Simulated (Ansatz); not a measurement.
## GaN: geometry relaxation

The run: geometry relaxation of GaN (F-43m, 2 atoms in the cell). Method and program: DFT PBEsol, scalar-relativistic, plane waves, PAW, no spin polarisation (Ansatz 0.2.0).

The structure derives from a Materials Project entry.

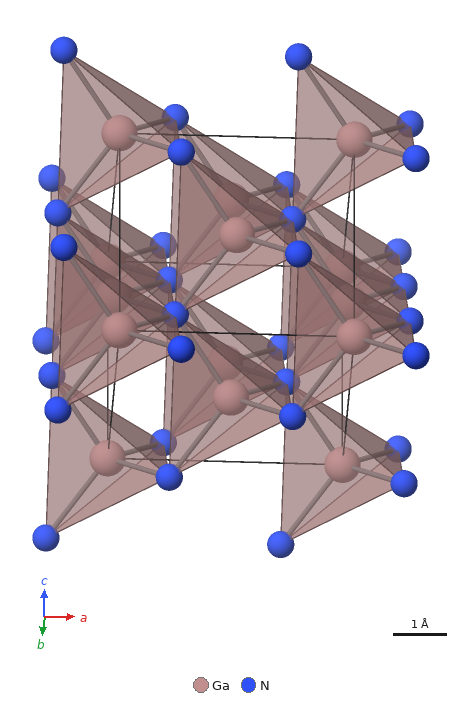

Fig. 1: The input geometry (polyhedral view of the cell 4 times as large as that of the calculation, set on its symmetry axes, seen at an oblique angle; polyhedra are completed across the faces of the cell). An atom can appear more than once, as a periodic image.

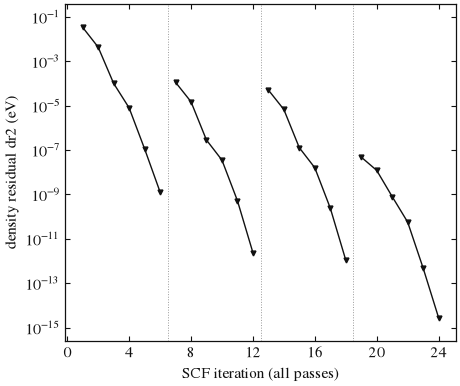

Fig. 2: Convergence of the self-consistent field: density residual dr2 against the SCF iteration. The dotted lines part the SCF passes of the relaxation: geometry steps, rejected trials and re-solves on a re-selected basis. The passes take 6, 6, 6 and 6 iterations.

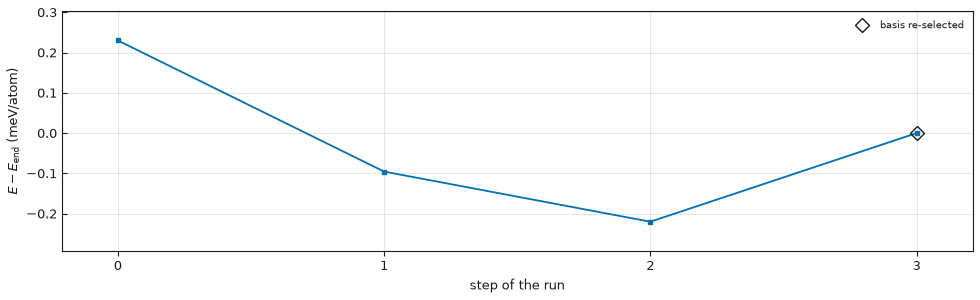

Fig. 3: Progress of the relaxation, step by step (the first geometry is step 0 here and step 1 in the log). Over 2 geometry steps the energy falls by 0.5 meV per atom. All forces vanish by symmetry, so only the cell relaxes. Pressure: −1.11 GPa at the start and −0.02 GPa at the end. The atoms keep their places relative to the cell (all moves are under 0.005 Å). Cell: a = b = c 4.507 → 4.498 Å (−0.2 %). Volume −0.6 %. The space group stays F-43m (No. 216). A last SCF at the same geometry on a re-selected plane-wave basis shifts the energy by +0.2 meV per atom.

These pictures come from the run below.

Input file:
```yaml
crystal:
  lattice:
    - [0.0, 2.2535006075, 2.2535006075]
    - [2.2535006075, 0.0, 2.2535006075]
    - [2.2535006075, 2.2535006075, 0.0]
  atoms:
    - { symbol: Ga, position: [0.0, 0.0, 0.0] }
    - { symbol: "N", position: [0.75, 0.75, 0.75] }
basis:
  ecutwfc: 420
kpoints:
  mp_grid: { grid: [10, 10, 10] }
hamiltonian:
  xc: pbesol
scf:
  occupations: { method: gaussian, width: 0.02 }
output:
  forces: true
  stress: true
  eigenvalues: true
relax:
  adjacent_minimum: "off"
  f_tol: 0.005
  max_steps: 80
  cell: { stress_tol: 0.05 }
```

Run as:
```bash
ansatz run input.yaml --threads 4 --pin off --max-ram 11264MiB --backend cpu --events-out ev --progress --plain --runs-dir out
```

Log:
```
Engine: ansatz 0.2.0, x86_64-unknown-linux-gnu
Pseudopotentials: kind: paw
Pseudopotential: Ga, paw, valence charge 13, recommended cutoff 420 eV (normal), Ga.paw.azcp
Pseudopotential: N, paw, valence charge 5, recommended cutoff 420 eV (normal), N.paw.azcp
Functional definition: PBEsol
  exchange = pbesol_x
  correlation = pbesol_c
Crystal: 2 atoms, lattice volume = 22.888 Å³
Basis set: ecut = 420 eV, 459 PW (Γ), exchange–correlation on 48×48×48 points (8 copies of the dense FFT grid, shifted against one another)
Bands: 13, of which v1, the nominal top of the filled ones, is band 9 counted from 1 (8 counted from 0)
Symmetry: 24 space group operations
Space group: F-43m (ITA 216), of the structure as read, at distance tolerance 2.8e-5 Å
k-points: 47 of 1000 (time reversal used)
Non-local potential: Ga, projectors of the file, l = 0: 2, l = 1: 2, l = 2: 3, l = 3: 1
Non-local potential: N, projectors of the file, l = 0: 2, l = 1: 2, l = 2: 1
PAW form: soft (Blöchl's): semilocal exchange-correlation on the pseudo side does not see the compensation charge
PAW frozen core: Ga, regenerated for the run's functional, and the local potential with it (the file was generated under x = pbe(κ = 0.804, μ = 0.2195149727645171), c = pbe(β = 0.06672455060314922))
PAW frozen core: N, regenerated for the run's functional, and the local potential with it (the file was generated under x = pbe(κ = 0.804, μ = 0.2195149727645171), c = pbe(β = 0.06672455060314922))
PAW one-centre angular grid: Ga, 590 points (default); XC on 64 Gauss nodes
PAW one-centre angular grid: N, 110 points (default); XC on 64 Gauss nodes
Initial density: superposition of atomic densities (neutral atoms: chi_scale 0, normalization atom), corrected by the library's trained network
Initial wavefunctions: pseudopotential atomic-orbital guess
Functional: x = pbesol(κ = 0.804, μ = 0.12345679012345678), c = pbesol(β = 0.046)
SCF iter   1: F=—  HF=-4122.844166 eV  |F-HF|=—  |Δ(HF+E_count)|=         —  Δρ=1.23e-2  dr2=3.37e-2  ethr=1.77e-3  ⟨swp⟩=5.0  Hψ=3272  notcnv=0
preconditioner: auto → none  [insulator: Δε(μ)=1.570 eV  Ē_g=18.624 eV  σ=0.020 eV  W_gap=1.00  n_scr=8 (ndim 8)  ℏωp=32.9 eV  f_vac=0.001  D(μ)=0.00/eV (n_scr^D=0)  ε∞_Penn≈4.1]
SCF iter   2: F=—  HF=-4122.835734 eV  |F-HF|=—  |Δ(HF+E_count)|=   8.43e-3  Δρ=4.09e-3  dr2=4.34e-3  ethr=1.87e-4  ⟨swp⟩=2.0  Hψ=1171  notcnv=0
SCF iter   3: F=—  HF=-4122.834651 eV  |F-HF|=—  |Δ(HF+E_count)|=   1.08e-3  Δρ=1.03e-3  dr2=1.01e-4  ethr=2.41e-5  ⟨swp⟩=2.5  Hψ=1078  notcnv=0
SCF iter   4: F=—  HF=-4122.834565 eV  |F-HF|=—  |Δ(HF+E_count)|=   8.55e-5  Δρ=3.23e-4  dr2=7.99e-6  ethr=5.62e-7  ⟨swp⟩=2.1  Hψ=977  notcnv=0
SCF iter   5: F=—  HF=-4122.834565 eV  |F-HF|=—  |Δ(HF+E_count)|=   1.36e-7  Δρ=2.69e-5  dr2=1.14e-7  ethr=4.44e-8  ⟨swp⟩=2.0  Hψ=970  notcnv=0
SCF iter   6: F=-4122.834565 eV  HF=-4122.834565 eV  |F-HF|=5.22e-10  |Δ(HF+E_count)|=   1.88e-8  Δρ=3.81e-6  dr2=1.30e-9  ethr=5.56e-10  ⟨swp⟩=4.1  Hψ=1930  notcnv=0
SCF 1 converged in 6 iterations: F = -4122.834565 eV  dr2 = 1.30e-9
  greatest PAW one-centre occupation: 0.995 electrons in one spin orbital (limit 2), on the Ga atom at site 0 (counted from 0), in its partial waves of l = 2
relax step   1: F+E_penalty+E_count = -4122.83456517 eV  Δ(F+E_penalty+E_count) = +0.000e0 eV  max|allowed force component| = 2.313e-16 eV/Å  Δτ_max = 0.0000 Å  P = -1.109 GPa  Ω = 22.888 Å³  (6 SCF iters, dr2 threshold 1.00e-7 eV, accepted)
Crystal: 2 atoms, lattice volume = 22.808 Å³
Initial density: handed on by an earlier stage of this run
Initial wavefunctions: those handed on with the density
iter 1 solved again at ethr=6.28e-7 eV; its pass at ethr=3.10e-3 eV (dr2=1.13e-4 eV) is discarded
SCF iter   1: F=—  HF=-4122.835245 eV  |F-HF|=—  |Δ(HF+E_count)|=         —  Δρ=6.63e-4  dr2=1.13e-4  ethr=6.28e-7  ⟨swp⟩=1.6  Hψ=3469  notcnv=0
preconditioner: auto → none  [insulator: Δε(μ)=1.692 eV  Ē_g=18.684 eV  σ=0.020 eV  W_gap=1.00  n_scr=8 (ndim 8)  ℏωp=33.0 eV  f_vac=0.000  D(μ)=0.00/eV (n_scr^D=0)  ε∞_Penn≈4.1]
SCF iter   2: F=—  HF=-4122.835219 eV  |F-HF|=—  |Δ(HF+E_count)|=   2.54e-5  Δρ=2.26e-4  dr2=1.50e-5  ethr=6.27e-7  ⟨swp⟩=1.8  Hψ=768  notcnv=0
SCF iter   3: F=—  HF=-4122.835216 eV  |F-HF|=—  |Δ(HF+E_count)|=   3.12e-6  Δρ=4.85e-5  dr2=2.82e-7  ethr=8.32e-8  ⟨swp⟩=2.4  Hψ=867  notcnv=0
iter 4 did not close the SCF: its close was put off for the readings that it lacked (scf_convergence_deferred on its scf_iter line)
SCF iter   4: F=-4122.835216 eV  HF=-4122.835216 eV  |F-HF|=5.02e-9  |Δ(HF+E_count)|=   2.19e-7  Δρ=1.78e-5  dr2=3.52e-8  ethr=1.57e-9  ⟨swp⟩=2.1  Hψ=1004  notcnv=0
iter 5 did not close the SCF: its close was put off for the readings that it lacked (scf_convergence_deferred on its scf_iter line)
SCF iter   5: F=-4122.835216 eV  HF=-4122.835216 eV  |F-HF|=6.18e-11  |Δ(HF+E_count)|=   1.09e-8  Δρ=2.10e-6  dr2=5.23e-10  ethr=1.96e-10  ⟨swp⟩=2.1  Hψ=976  notcnv=0
SCF iter   6: F=-4122.835216 eV  HF=-4122.835216 eV  |F-HF|=0.00e0  |Δ(HF+E_count)|=  2.49e-10  Δρ=1.49e-7  dr2=2.40e-12  ethr=2.91e-12  ⟨swp⟩=1.3  Hψ=1828  notcnv=0
SCF 2 converged in 6 iterations: F = -4122.835216 eV  dr2 = 2.40e-12
relax step   2: F+E_penalty+E_count = -4122.83521615 eV  Δ(F+E_penalty+E_count) = -6.510e-4 eV  max|allowed force component| = 8.211e-17 eV/Å  Δτ_max = 0.0000 Å  P = -0.445 GPa  Ω = 22.808 Å³  energy of the carried Pulay correction = +2.625e-4 eV  (6 SCF iters, dr2 threshold 2.00e-7 eV, accepted)
Crystal: 2 atoms, lattice volume = 22.754 Å³
iter 1 solved again at ethr=2.82e-7 eV; its pass at ethr=3.10e-3 eV (dr2=5.08e-5 eV) is discarded
SCF iter   1: F=—  HF=-4122.835477 eV  |F-HF|=—  |Δ(HF+E_count)|=         —  Δρ=4.45e-4  dr2=5.06e-5  ethr=2.82e-7  ⟨swp⟩=1.6  Hψ=3458  notcnv=0
preconditioner: auto → none  [insulator: Δε(μ)=1.705 eV  Ē_g=18.701 eV  σ=0.020 eV  W_gap=1.00  n_scr=8 (ndim 8)  ℏωp=33.0 eV  f_vac=0.000  D(μ)=0.00/eV (n_scr^D=0)  ε∞_Penn≈4.1]
SCF iter   2: F=—  HF=-4122.835466 eV  |F-HF|=—  |Δ(HF+E_count)|=   1.07e-5  Δρ=1.52e-4  dr2=6.71e-6  ethr=2.81e-7  ⟨swp⟩=1.8  Hψ=769  notcnv=0
SCF iter   3: F=—  HF=-4122.835465 eV  |F-HF|=—  |Δ(HF+E_count)|=   1.39e-6  Δρ=3.26e-5  dr2=1.27e-7  ethr=3.73e-8  ⟨swp⟩=2.4  Hψ=860  notcnv=0
iter 4 did not close the SCF: its close was put off for the readings that it lacked (scf_convergence_deferred on its scf_iter line)
SCF iter   4: F=-4122.835465 eV  HF=-4122.835465 eV  |F-HF|=2.36e-9  |Δ(HF+E_count)|=   9.72e-8  Δρ=1.20e-5  dr2=1.59e-8  ethr=7.06e-10  ⟨swp⟩=2.1  Hψ=1003  notcnv=0
iter 5 did not close the SCF: its close was put off for the readings that it lacked (scf_convergence_deferred on its scf_iter line)
SCF iter   5: F=-4122.835465 eV  HF=-4122.835465 eV  |F-HF|=3.18e-11  |Δ(HF+E_count)|=   5.35e-9  Δρ=1.42e-6  dr2=2.43e-10  ethr=8.82e-11  ⟨swp⟩=2.1  Hψ=980  notcnv=0
SCF iter   6: F=-4122.835465 eV  HF=-4122.835465 eV  |F-HF|=9.09e-13  |Δ(HF+E_count)|=  1.14e-10  Δρ=1.01e-7  dr2=1.11e-12  ethr=1.35e-12  ⟨swp⟩=1.0  Hψ=1810  notcnv=0
SCF 3 converged in 6 iterations: F = -4122.835465 eV  dr2 = 1.11e-12
relax step   3: F+E_penalty+E_count = -4122.83546496 eV  Δ(F+E_penalty+E_count) = -2.488e-4 eV  max|allowed force component| = 8.905e-17 eV/Å  Δτ_max = 0.0000 Å  P = +0.004 GPa  Ω = 22.754 Å³  energy of the carried Pulay correction = +4.378e-4 eV  (6 SCF iters, dr2 threshold 2.00e-7 eV, accepted)
Initial wavefunctions: pseudopotential atomic-orbital guess (no wavefunctions were taken with the density)
iter 1 solved again at ethr=1.71e-8 eV; its pass at ethr=3.10e-3 eV (dr2=3.08e-6 eV) is discarded
SCF iter   1: F=—  HF=-4122.835030 eV  |F-HF|=—  |Δ(HF+E_count)|=         —  Δρ=3.61e-5  dr2=4.79e-8  ethr=1.71e-8  ⟨swp⟩=3.1  Hψ=5015  notcnv=0
preconditioner: auto → none  [insulator: Δε(μ)=1.702 eV  Ē_g=18.701 eV  σ=0.020 eV  W_gap=1.00  n_scr=8 (ndim 8)  ℏωp=33.0 eV  f_vac=0.000  D(μ)=0.00/eV (n_scr^D=0)  ε∞_Penn≈4.1]
SCF iter   2: F=—  HF=-4122.835025 eV  |F-HF|=—  |Δ(HF+E_count)|=   4.56e-6  Δρ=1.81e-5  dr2=1.21e-8  ethr=2.66e-10  ⟨swp⟩=2.1  Hψ=961  notcnv=0
SCF iter   3: F=—  HF=-4122.835025 eV  |F-HF|=—  |Δ(HF+E_count)|=   2.19e-8  Δρ=3.38e-6  dr2=7.99e-10  ethr=6.75e-11  ⟨swp⟩=2.0  Hψ=1034  notcnv=0
SCF iter   4: F=—  HF=-4122.835025 eV  |F-HF|=—  |Δ(HF+E_count)|=  5.23e-10  Δρ=9.24e-7  dr2=5.68e-11  ethr=4.44e-12  ⟨swp⟩=2.0  Hψ=1034  notcnv=0
iter 5 did not close the SCF: its close was put off for the readings that it lacked (scf_convergence_deferred on its scf_iter line)
SCF iter   5: F=-4122.835025 eV  HF=-4122.835025 eV  |F-HF|=1.82e-12  |Δ(HF+E_count)|=  3.91e-11  Δρ=9.25e-8  dr2=4.83e-13  ethr=1.00e-12  ⟨swp⟩=1.9  Hψ=861  notcnv=0
SCF iter   6: F=-4122.835025 eV  HF=-4122.835025 eV  |F-HF|=0.00e0  |Δ(HF+E_count)|=  1.82e-12  Δρ=6.11e-9  dr2=2.79e-15  ethr=1.00e-12  ⟨swp⟩=3.0  Hψ=2246  notcnv=0
SCF 4 converged in 6 iterations: F = -4122.835025 eV  dr2 = 2.79e-15
relax step   4: F+E_penalty+E_count = -4122.83502510 eV  Δ(F+E_penalty+E_count) = +4.399e-4 eV  max|allowed force component| = 6.014e-17 eV/Å  Δτ_max = 0.0000 Å  P = -0.020 GPa  Ω = 22.754 Å³  stress off target by 1.99e-2 GPa  SCF on the basis re-selected at this cell (its energy is not comparable with the rows above)  (6 SCF iters)
basis re-selected at this cell: Δ(F+E_penalty+E_count) = +4.399e-4 eV, ΔP = -0.024 GPa vs the last step (what re-selecting the basis moved, of the pressure what is left beyond the Pulay correction that the steps carried, after the strain that the cell walked since its last selection, with what the two solves' SCF thresholds leave and, on support functions, any second-order correction that the steps lacked; it is no measure of the basis error at this ecutwfc). This SCF's stress stands 1.99e-2 GPa from its target on what of the cell is left free (relax.cell.stress_tol is 5.00e-2 GPa) and its largest allowed force component is 6.01e-17 eV/Å (relax.f_tol is 5.00e-3 eV/Å): within both
SCF converged after 6 iterations
Free energy (F): -4122.835025 eV
Harris-Foulkes:  -4122.835025 eV  (|F-HF|=0.00e0)
Internal energy: -4122.835025 eV  (E = F + TS)
E sigma→0 (E₀):  -4122.835025 eV
Fermi energy:    10.449673 eV
--- Per-component energies (eV) ---
  E_band       = -6.796664
  E_kinetic    = 246.672872
  E_local      = -1945.354599  (includes V_loc(G=0)·N_el)
  E_nonlocal   = 475.427673
  E_hartree    = 893.640426
  E_xc         = -127.706835
  E_vxc        = -133.880404  (∫ρ·V_xc dr)
  E_paw        = -2075.875475  (= ΣΔE_a)
  E_vpaw       = -436.943180  (= ΣTr[D̂ρ^β])
  E_aug_tail   = 0.000120  (compensation charges beyond the density's cutoff)
  E_ewald      = -1590.530283
  E_core_change = 0.891077  (= ΣΔE_core)
  E_smearing   = -0.000000  (= −TS)
  E_closure    = 0.000000  (closes the sum)
  Σ components = -4122.835025   (vs F -4122.835025, Δ=0.00e0)
--- Forces (eV/Å), atoms counted from 1 ---
  atom   1  Ga    -0.00000000     0.00000000     0.00000000
  atom   2  N      0.00000000    -0.00000000    -0.00000000
  max |Σ_I F_I| component: 2.78e-17 eV/Å
--- Stress (GPa, compression-positive) ---
       -0.019853      -0.000000       0.000000
       -0.000000      -0.019853       0.000000
        0.000000       0.000000      -0.019853
  P = ⅓ Tr σ = -0.0199 GPa (-0.199 kbar)
--- Band table (eV; the first three rows and the last of 47) ---
  k-point 0: bands = ["-6.3768", "-3.8877", "-3.8877", "-3.8877", "-3.5616", "-3.5616", "9.5987", "9.5987", "9.5987", "11.3004", "19.8367", "19.8367", "19.8367"]
  k-point 1: bands = ["-6.2642", "-3.8738", "-3.8738", "-3.8493", "-3.5630", "-3.5630", "8.4878", "9.4905", "9.4905", "12.1614", "19.3342", "20.0025", "20.0025"]
  k-point 2: bands = ["-5.9807", "-3.8417", "-3.8417", "-3.6864", "-3.5619", "-3.5619", "6.6589", "9.2228", "9.2228", "13.2345", "18.5529", "20.2664", "20.2664"]
  k-point 46: bands = ["-5.2764", "-3.7469", "-3.6991", "-3.5648", "-3.5346", "-1.5745", "3.7769", "5.9347", "5.9558", "15.3285", "17.8015", "20.2650", "20.6469"]
--- Relaxed structure (3 steps of the walk, 3 accepted, 1 SCFs on fresh bases) ---
  F+E_penalty+E_count = -4122.83502510 eV   max|allowed force component| = 6.014e-17 eV/Å   (the final SCF, on the basis selected at the relaxed cell)
  cell:  # Å, volume = 22.7544 Å³
    - [2.675070317270185e-34, 2.2491150722234714, 2.2491150722234714]
    - [2.2491150722234714, 2.3693479952964496e-33, 2.2491150722234714]
    - [2.2491150722234714, 2.2491150722234714, 2.2801789847207767e-33]
  atoms:
    - { symbol: Ga, position: [2.3413552937375297e-34, -1.6291559648439845e-34, -2.9289197400747044e-34] }
    - { symbol: N, position: [0.7500000000000001, 0.7500000000000001, 0.7500000000000001] }
```

Trajectory as extended XYZ (Å, eV, eV/Å), 4 frames, from step=1 to step=4:
```
2
Lattice="0.0000 2.2535 2.2535 2.2535 0.0000 2.2535 2.2535 2.2535 0.0000" Properties=species:S:1:pos:R:3:forces:R:3 step=1 energy=-4122.83457 pressure_GPa=-1.11
Ga    0.0000    0.0000    0.0000    0.0000   0.0000   0.0000
N     3.3803    3.3803    3.3803    0.0000   0.0000   0.0000
2
Lattice="0.0000 2.2509 2.2509 2.2509 0.0000 2.2509 2.2509 2.2509 0.0000" Properties=species:S:1:pos:R:3:forces:R:3 step=2 energy=-4122.83522 pressure_GPa=-0.44
Ga    0.0000    0.0000    0.0000    0.0000   0.0000   0.0000
N     3.3763    3.3763    3.3763    0.0000   0.0000   0.0000
2
Lattice="0.0000 2.2491 2.2491 2.2491 0.0000 2.2491 2.2491 2.2491 0.0000" Properties=species:S:1:pos:R:3:forces:R:3 step=3 energy=-4122.83547 pressure_GPa=0.00
Ga    0.0000    0.0000    0.0000    0.0000   0.0000   0.0000
N     3.3737    3.3737    3.3737    0.0000   0.0000   0.0000
2
Lattice="0.0000 2.2491 2.2491 2.2491 0.0000 2.2491 2.2491 2.2491 0.0000" Properties=species:S:1:pos:R:3:forces:R:3 step=4 energy=-4122.83503 pressure_GPa=-0.02
Ga    0.0000    0.0000    0.0000    0.0000   0.0000   0.0000
N     3.3737    3.3737    3.3737    0.0000   0.0000   0.0000
```

Summary:

| quantity | value |
| --- | --- |
| outcome | converged |
| space group (tolerance 0.01 Å) | F-43m (216) |
| electrons treated | 18 |
| free energy | −4122.8350 eV |
| Fermi energy | 10.450 eV |
| gap on the k-point mesh | 1.70 eV |
| pressure | −0.02 GPa |
| final volume | 22.75 Å³ |
| largest force (length of the vector) at the end | under 0.001 eV/Å |
| final cell | a = 3.181 Å, b = 3.181 Å, c = 3.181 Å, α = 60.00°, β = 60.00°, γ = 60.00° |
| hardware | 4 threads of Intel Xeon (Sapphire Rapids), 16 GiB of memory available, shared host |
| wall time | 2.7 s (CPU time 8.9 s) |
| peak memory | 0.36 GiB |
